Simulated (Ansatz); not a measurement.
Input

```
crystal:
  lattice:
    - [4.0226895355, 0.0, 0.0]
    - [-2.0113447678, 3.4837513293, 0.0]
    - [0.0, 0.0, 16.1842610144]
  atoms:
    - { symbol: Ge, position: [0.3333333333, 0.6666666667, 0.289433111] }
    - { symbol: Ge, position: [0.6666666667, 0.3333333333, 0.2471537005] }
    - { symbol: H, position: [1.2222222222, 1.1111111111, 0.2655574964], spin: 1.0 }
basis:
  ecutwfc: 420
kpoints:
  mp_grid: { grid: [9, 9, 1] }
hamiltonian:
  xc: pbe
  pseudopotentials: { kind: paw, azcp: { folder: soft_1 } }
  dispersion: d3bj
scf:
  occupations: { method: gaussian, width: 0.1 }
output:
  forces: true
  eigenvalues: true
  populations: true
  write_density: true
  write_potential: true
  elf: true
  volumetric_format: npy
magnetization:
  spin_polarized: true
relax:
  adjacent_minimum: "off"
  f_tol: 0.025
  max_steps: 16
  constraints: [{ sites: [0, 1] }, { sites: [2], fix: xy }]
efield:
  axis: 3
  dipole_correction: true
  ramp_width: 0.04
```

Run with:

```sh
ansatz run input.yaml --threads 1 --pin off --max-ram 3072MiB --backend cpu --events-out ev --progress --plain --runs-dir out
```

The fields are those of the run's last geometry, not of the input's.

A point of a scan over the structure, not its minimum; not relaxed (largest force 0.7 eV/Å); PAW files of the earlier set (soft_1); the program warned that a starting moment wasn't kept; spin-polarised, but the moments vanished.

All numbers below come from DFT PBE+D3(BJ), scalar-relativistic, plane waves, PAW (Ansatz).

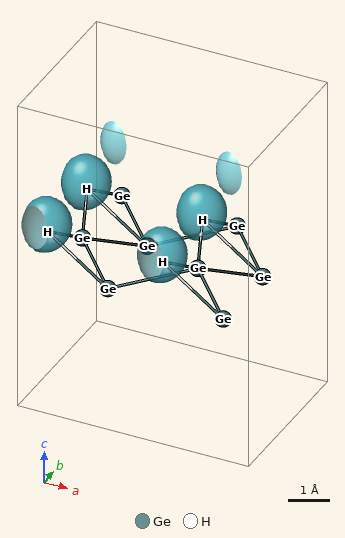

Ge2H (slab). Isosurface of the ELF at 0.9 (cyan), seen slightly off an axis. Only the valence region is drawn (cores and ρ < 0.01 e/Å³ removed). Sticks mark near contacts.

In a PAW calculation such maps are meaningful between the atoms, not at the nuclei.

> What do the ELF domains correspond to?

The surface consists of one region around a hydrogen nucleus, counted in one cell of 3 atoms. Counts are for one cell; the picture repeats the cell along the surface. Along the contacts the grid gives the following. Ge–H (2.07 Å): the ELF climbs to about 1 towards the hydrogen. Ge–Ge (2.42 Å): the ELF peaks at about 0.75 between the atoms.
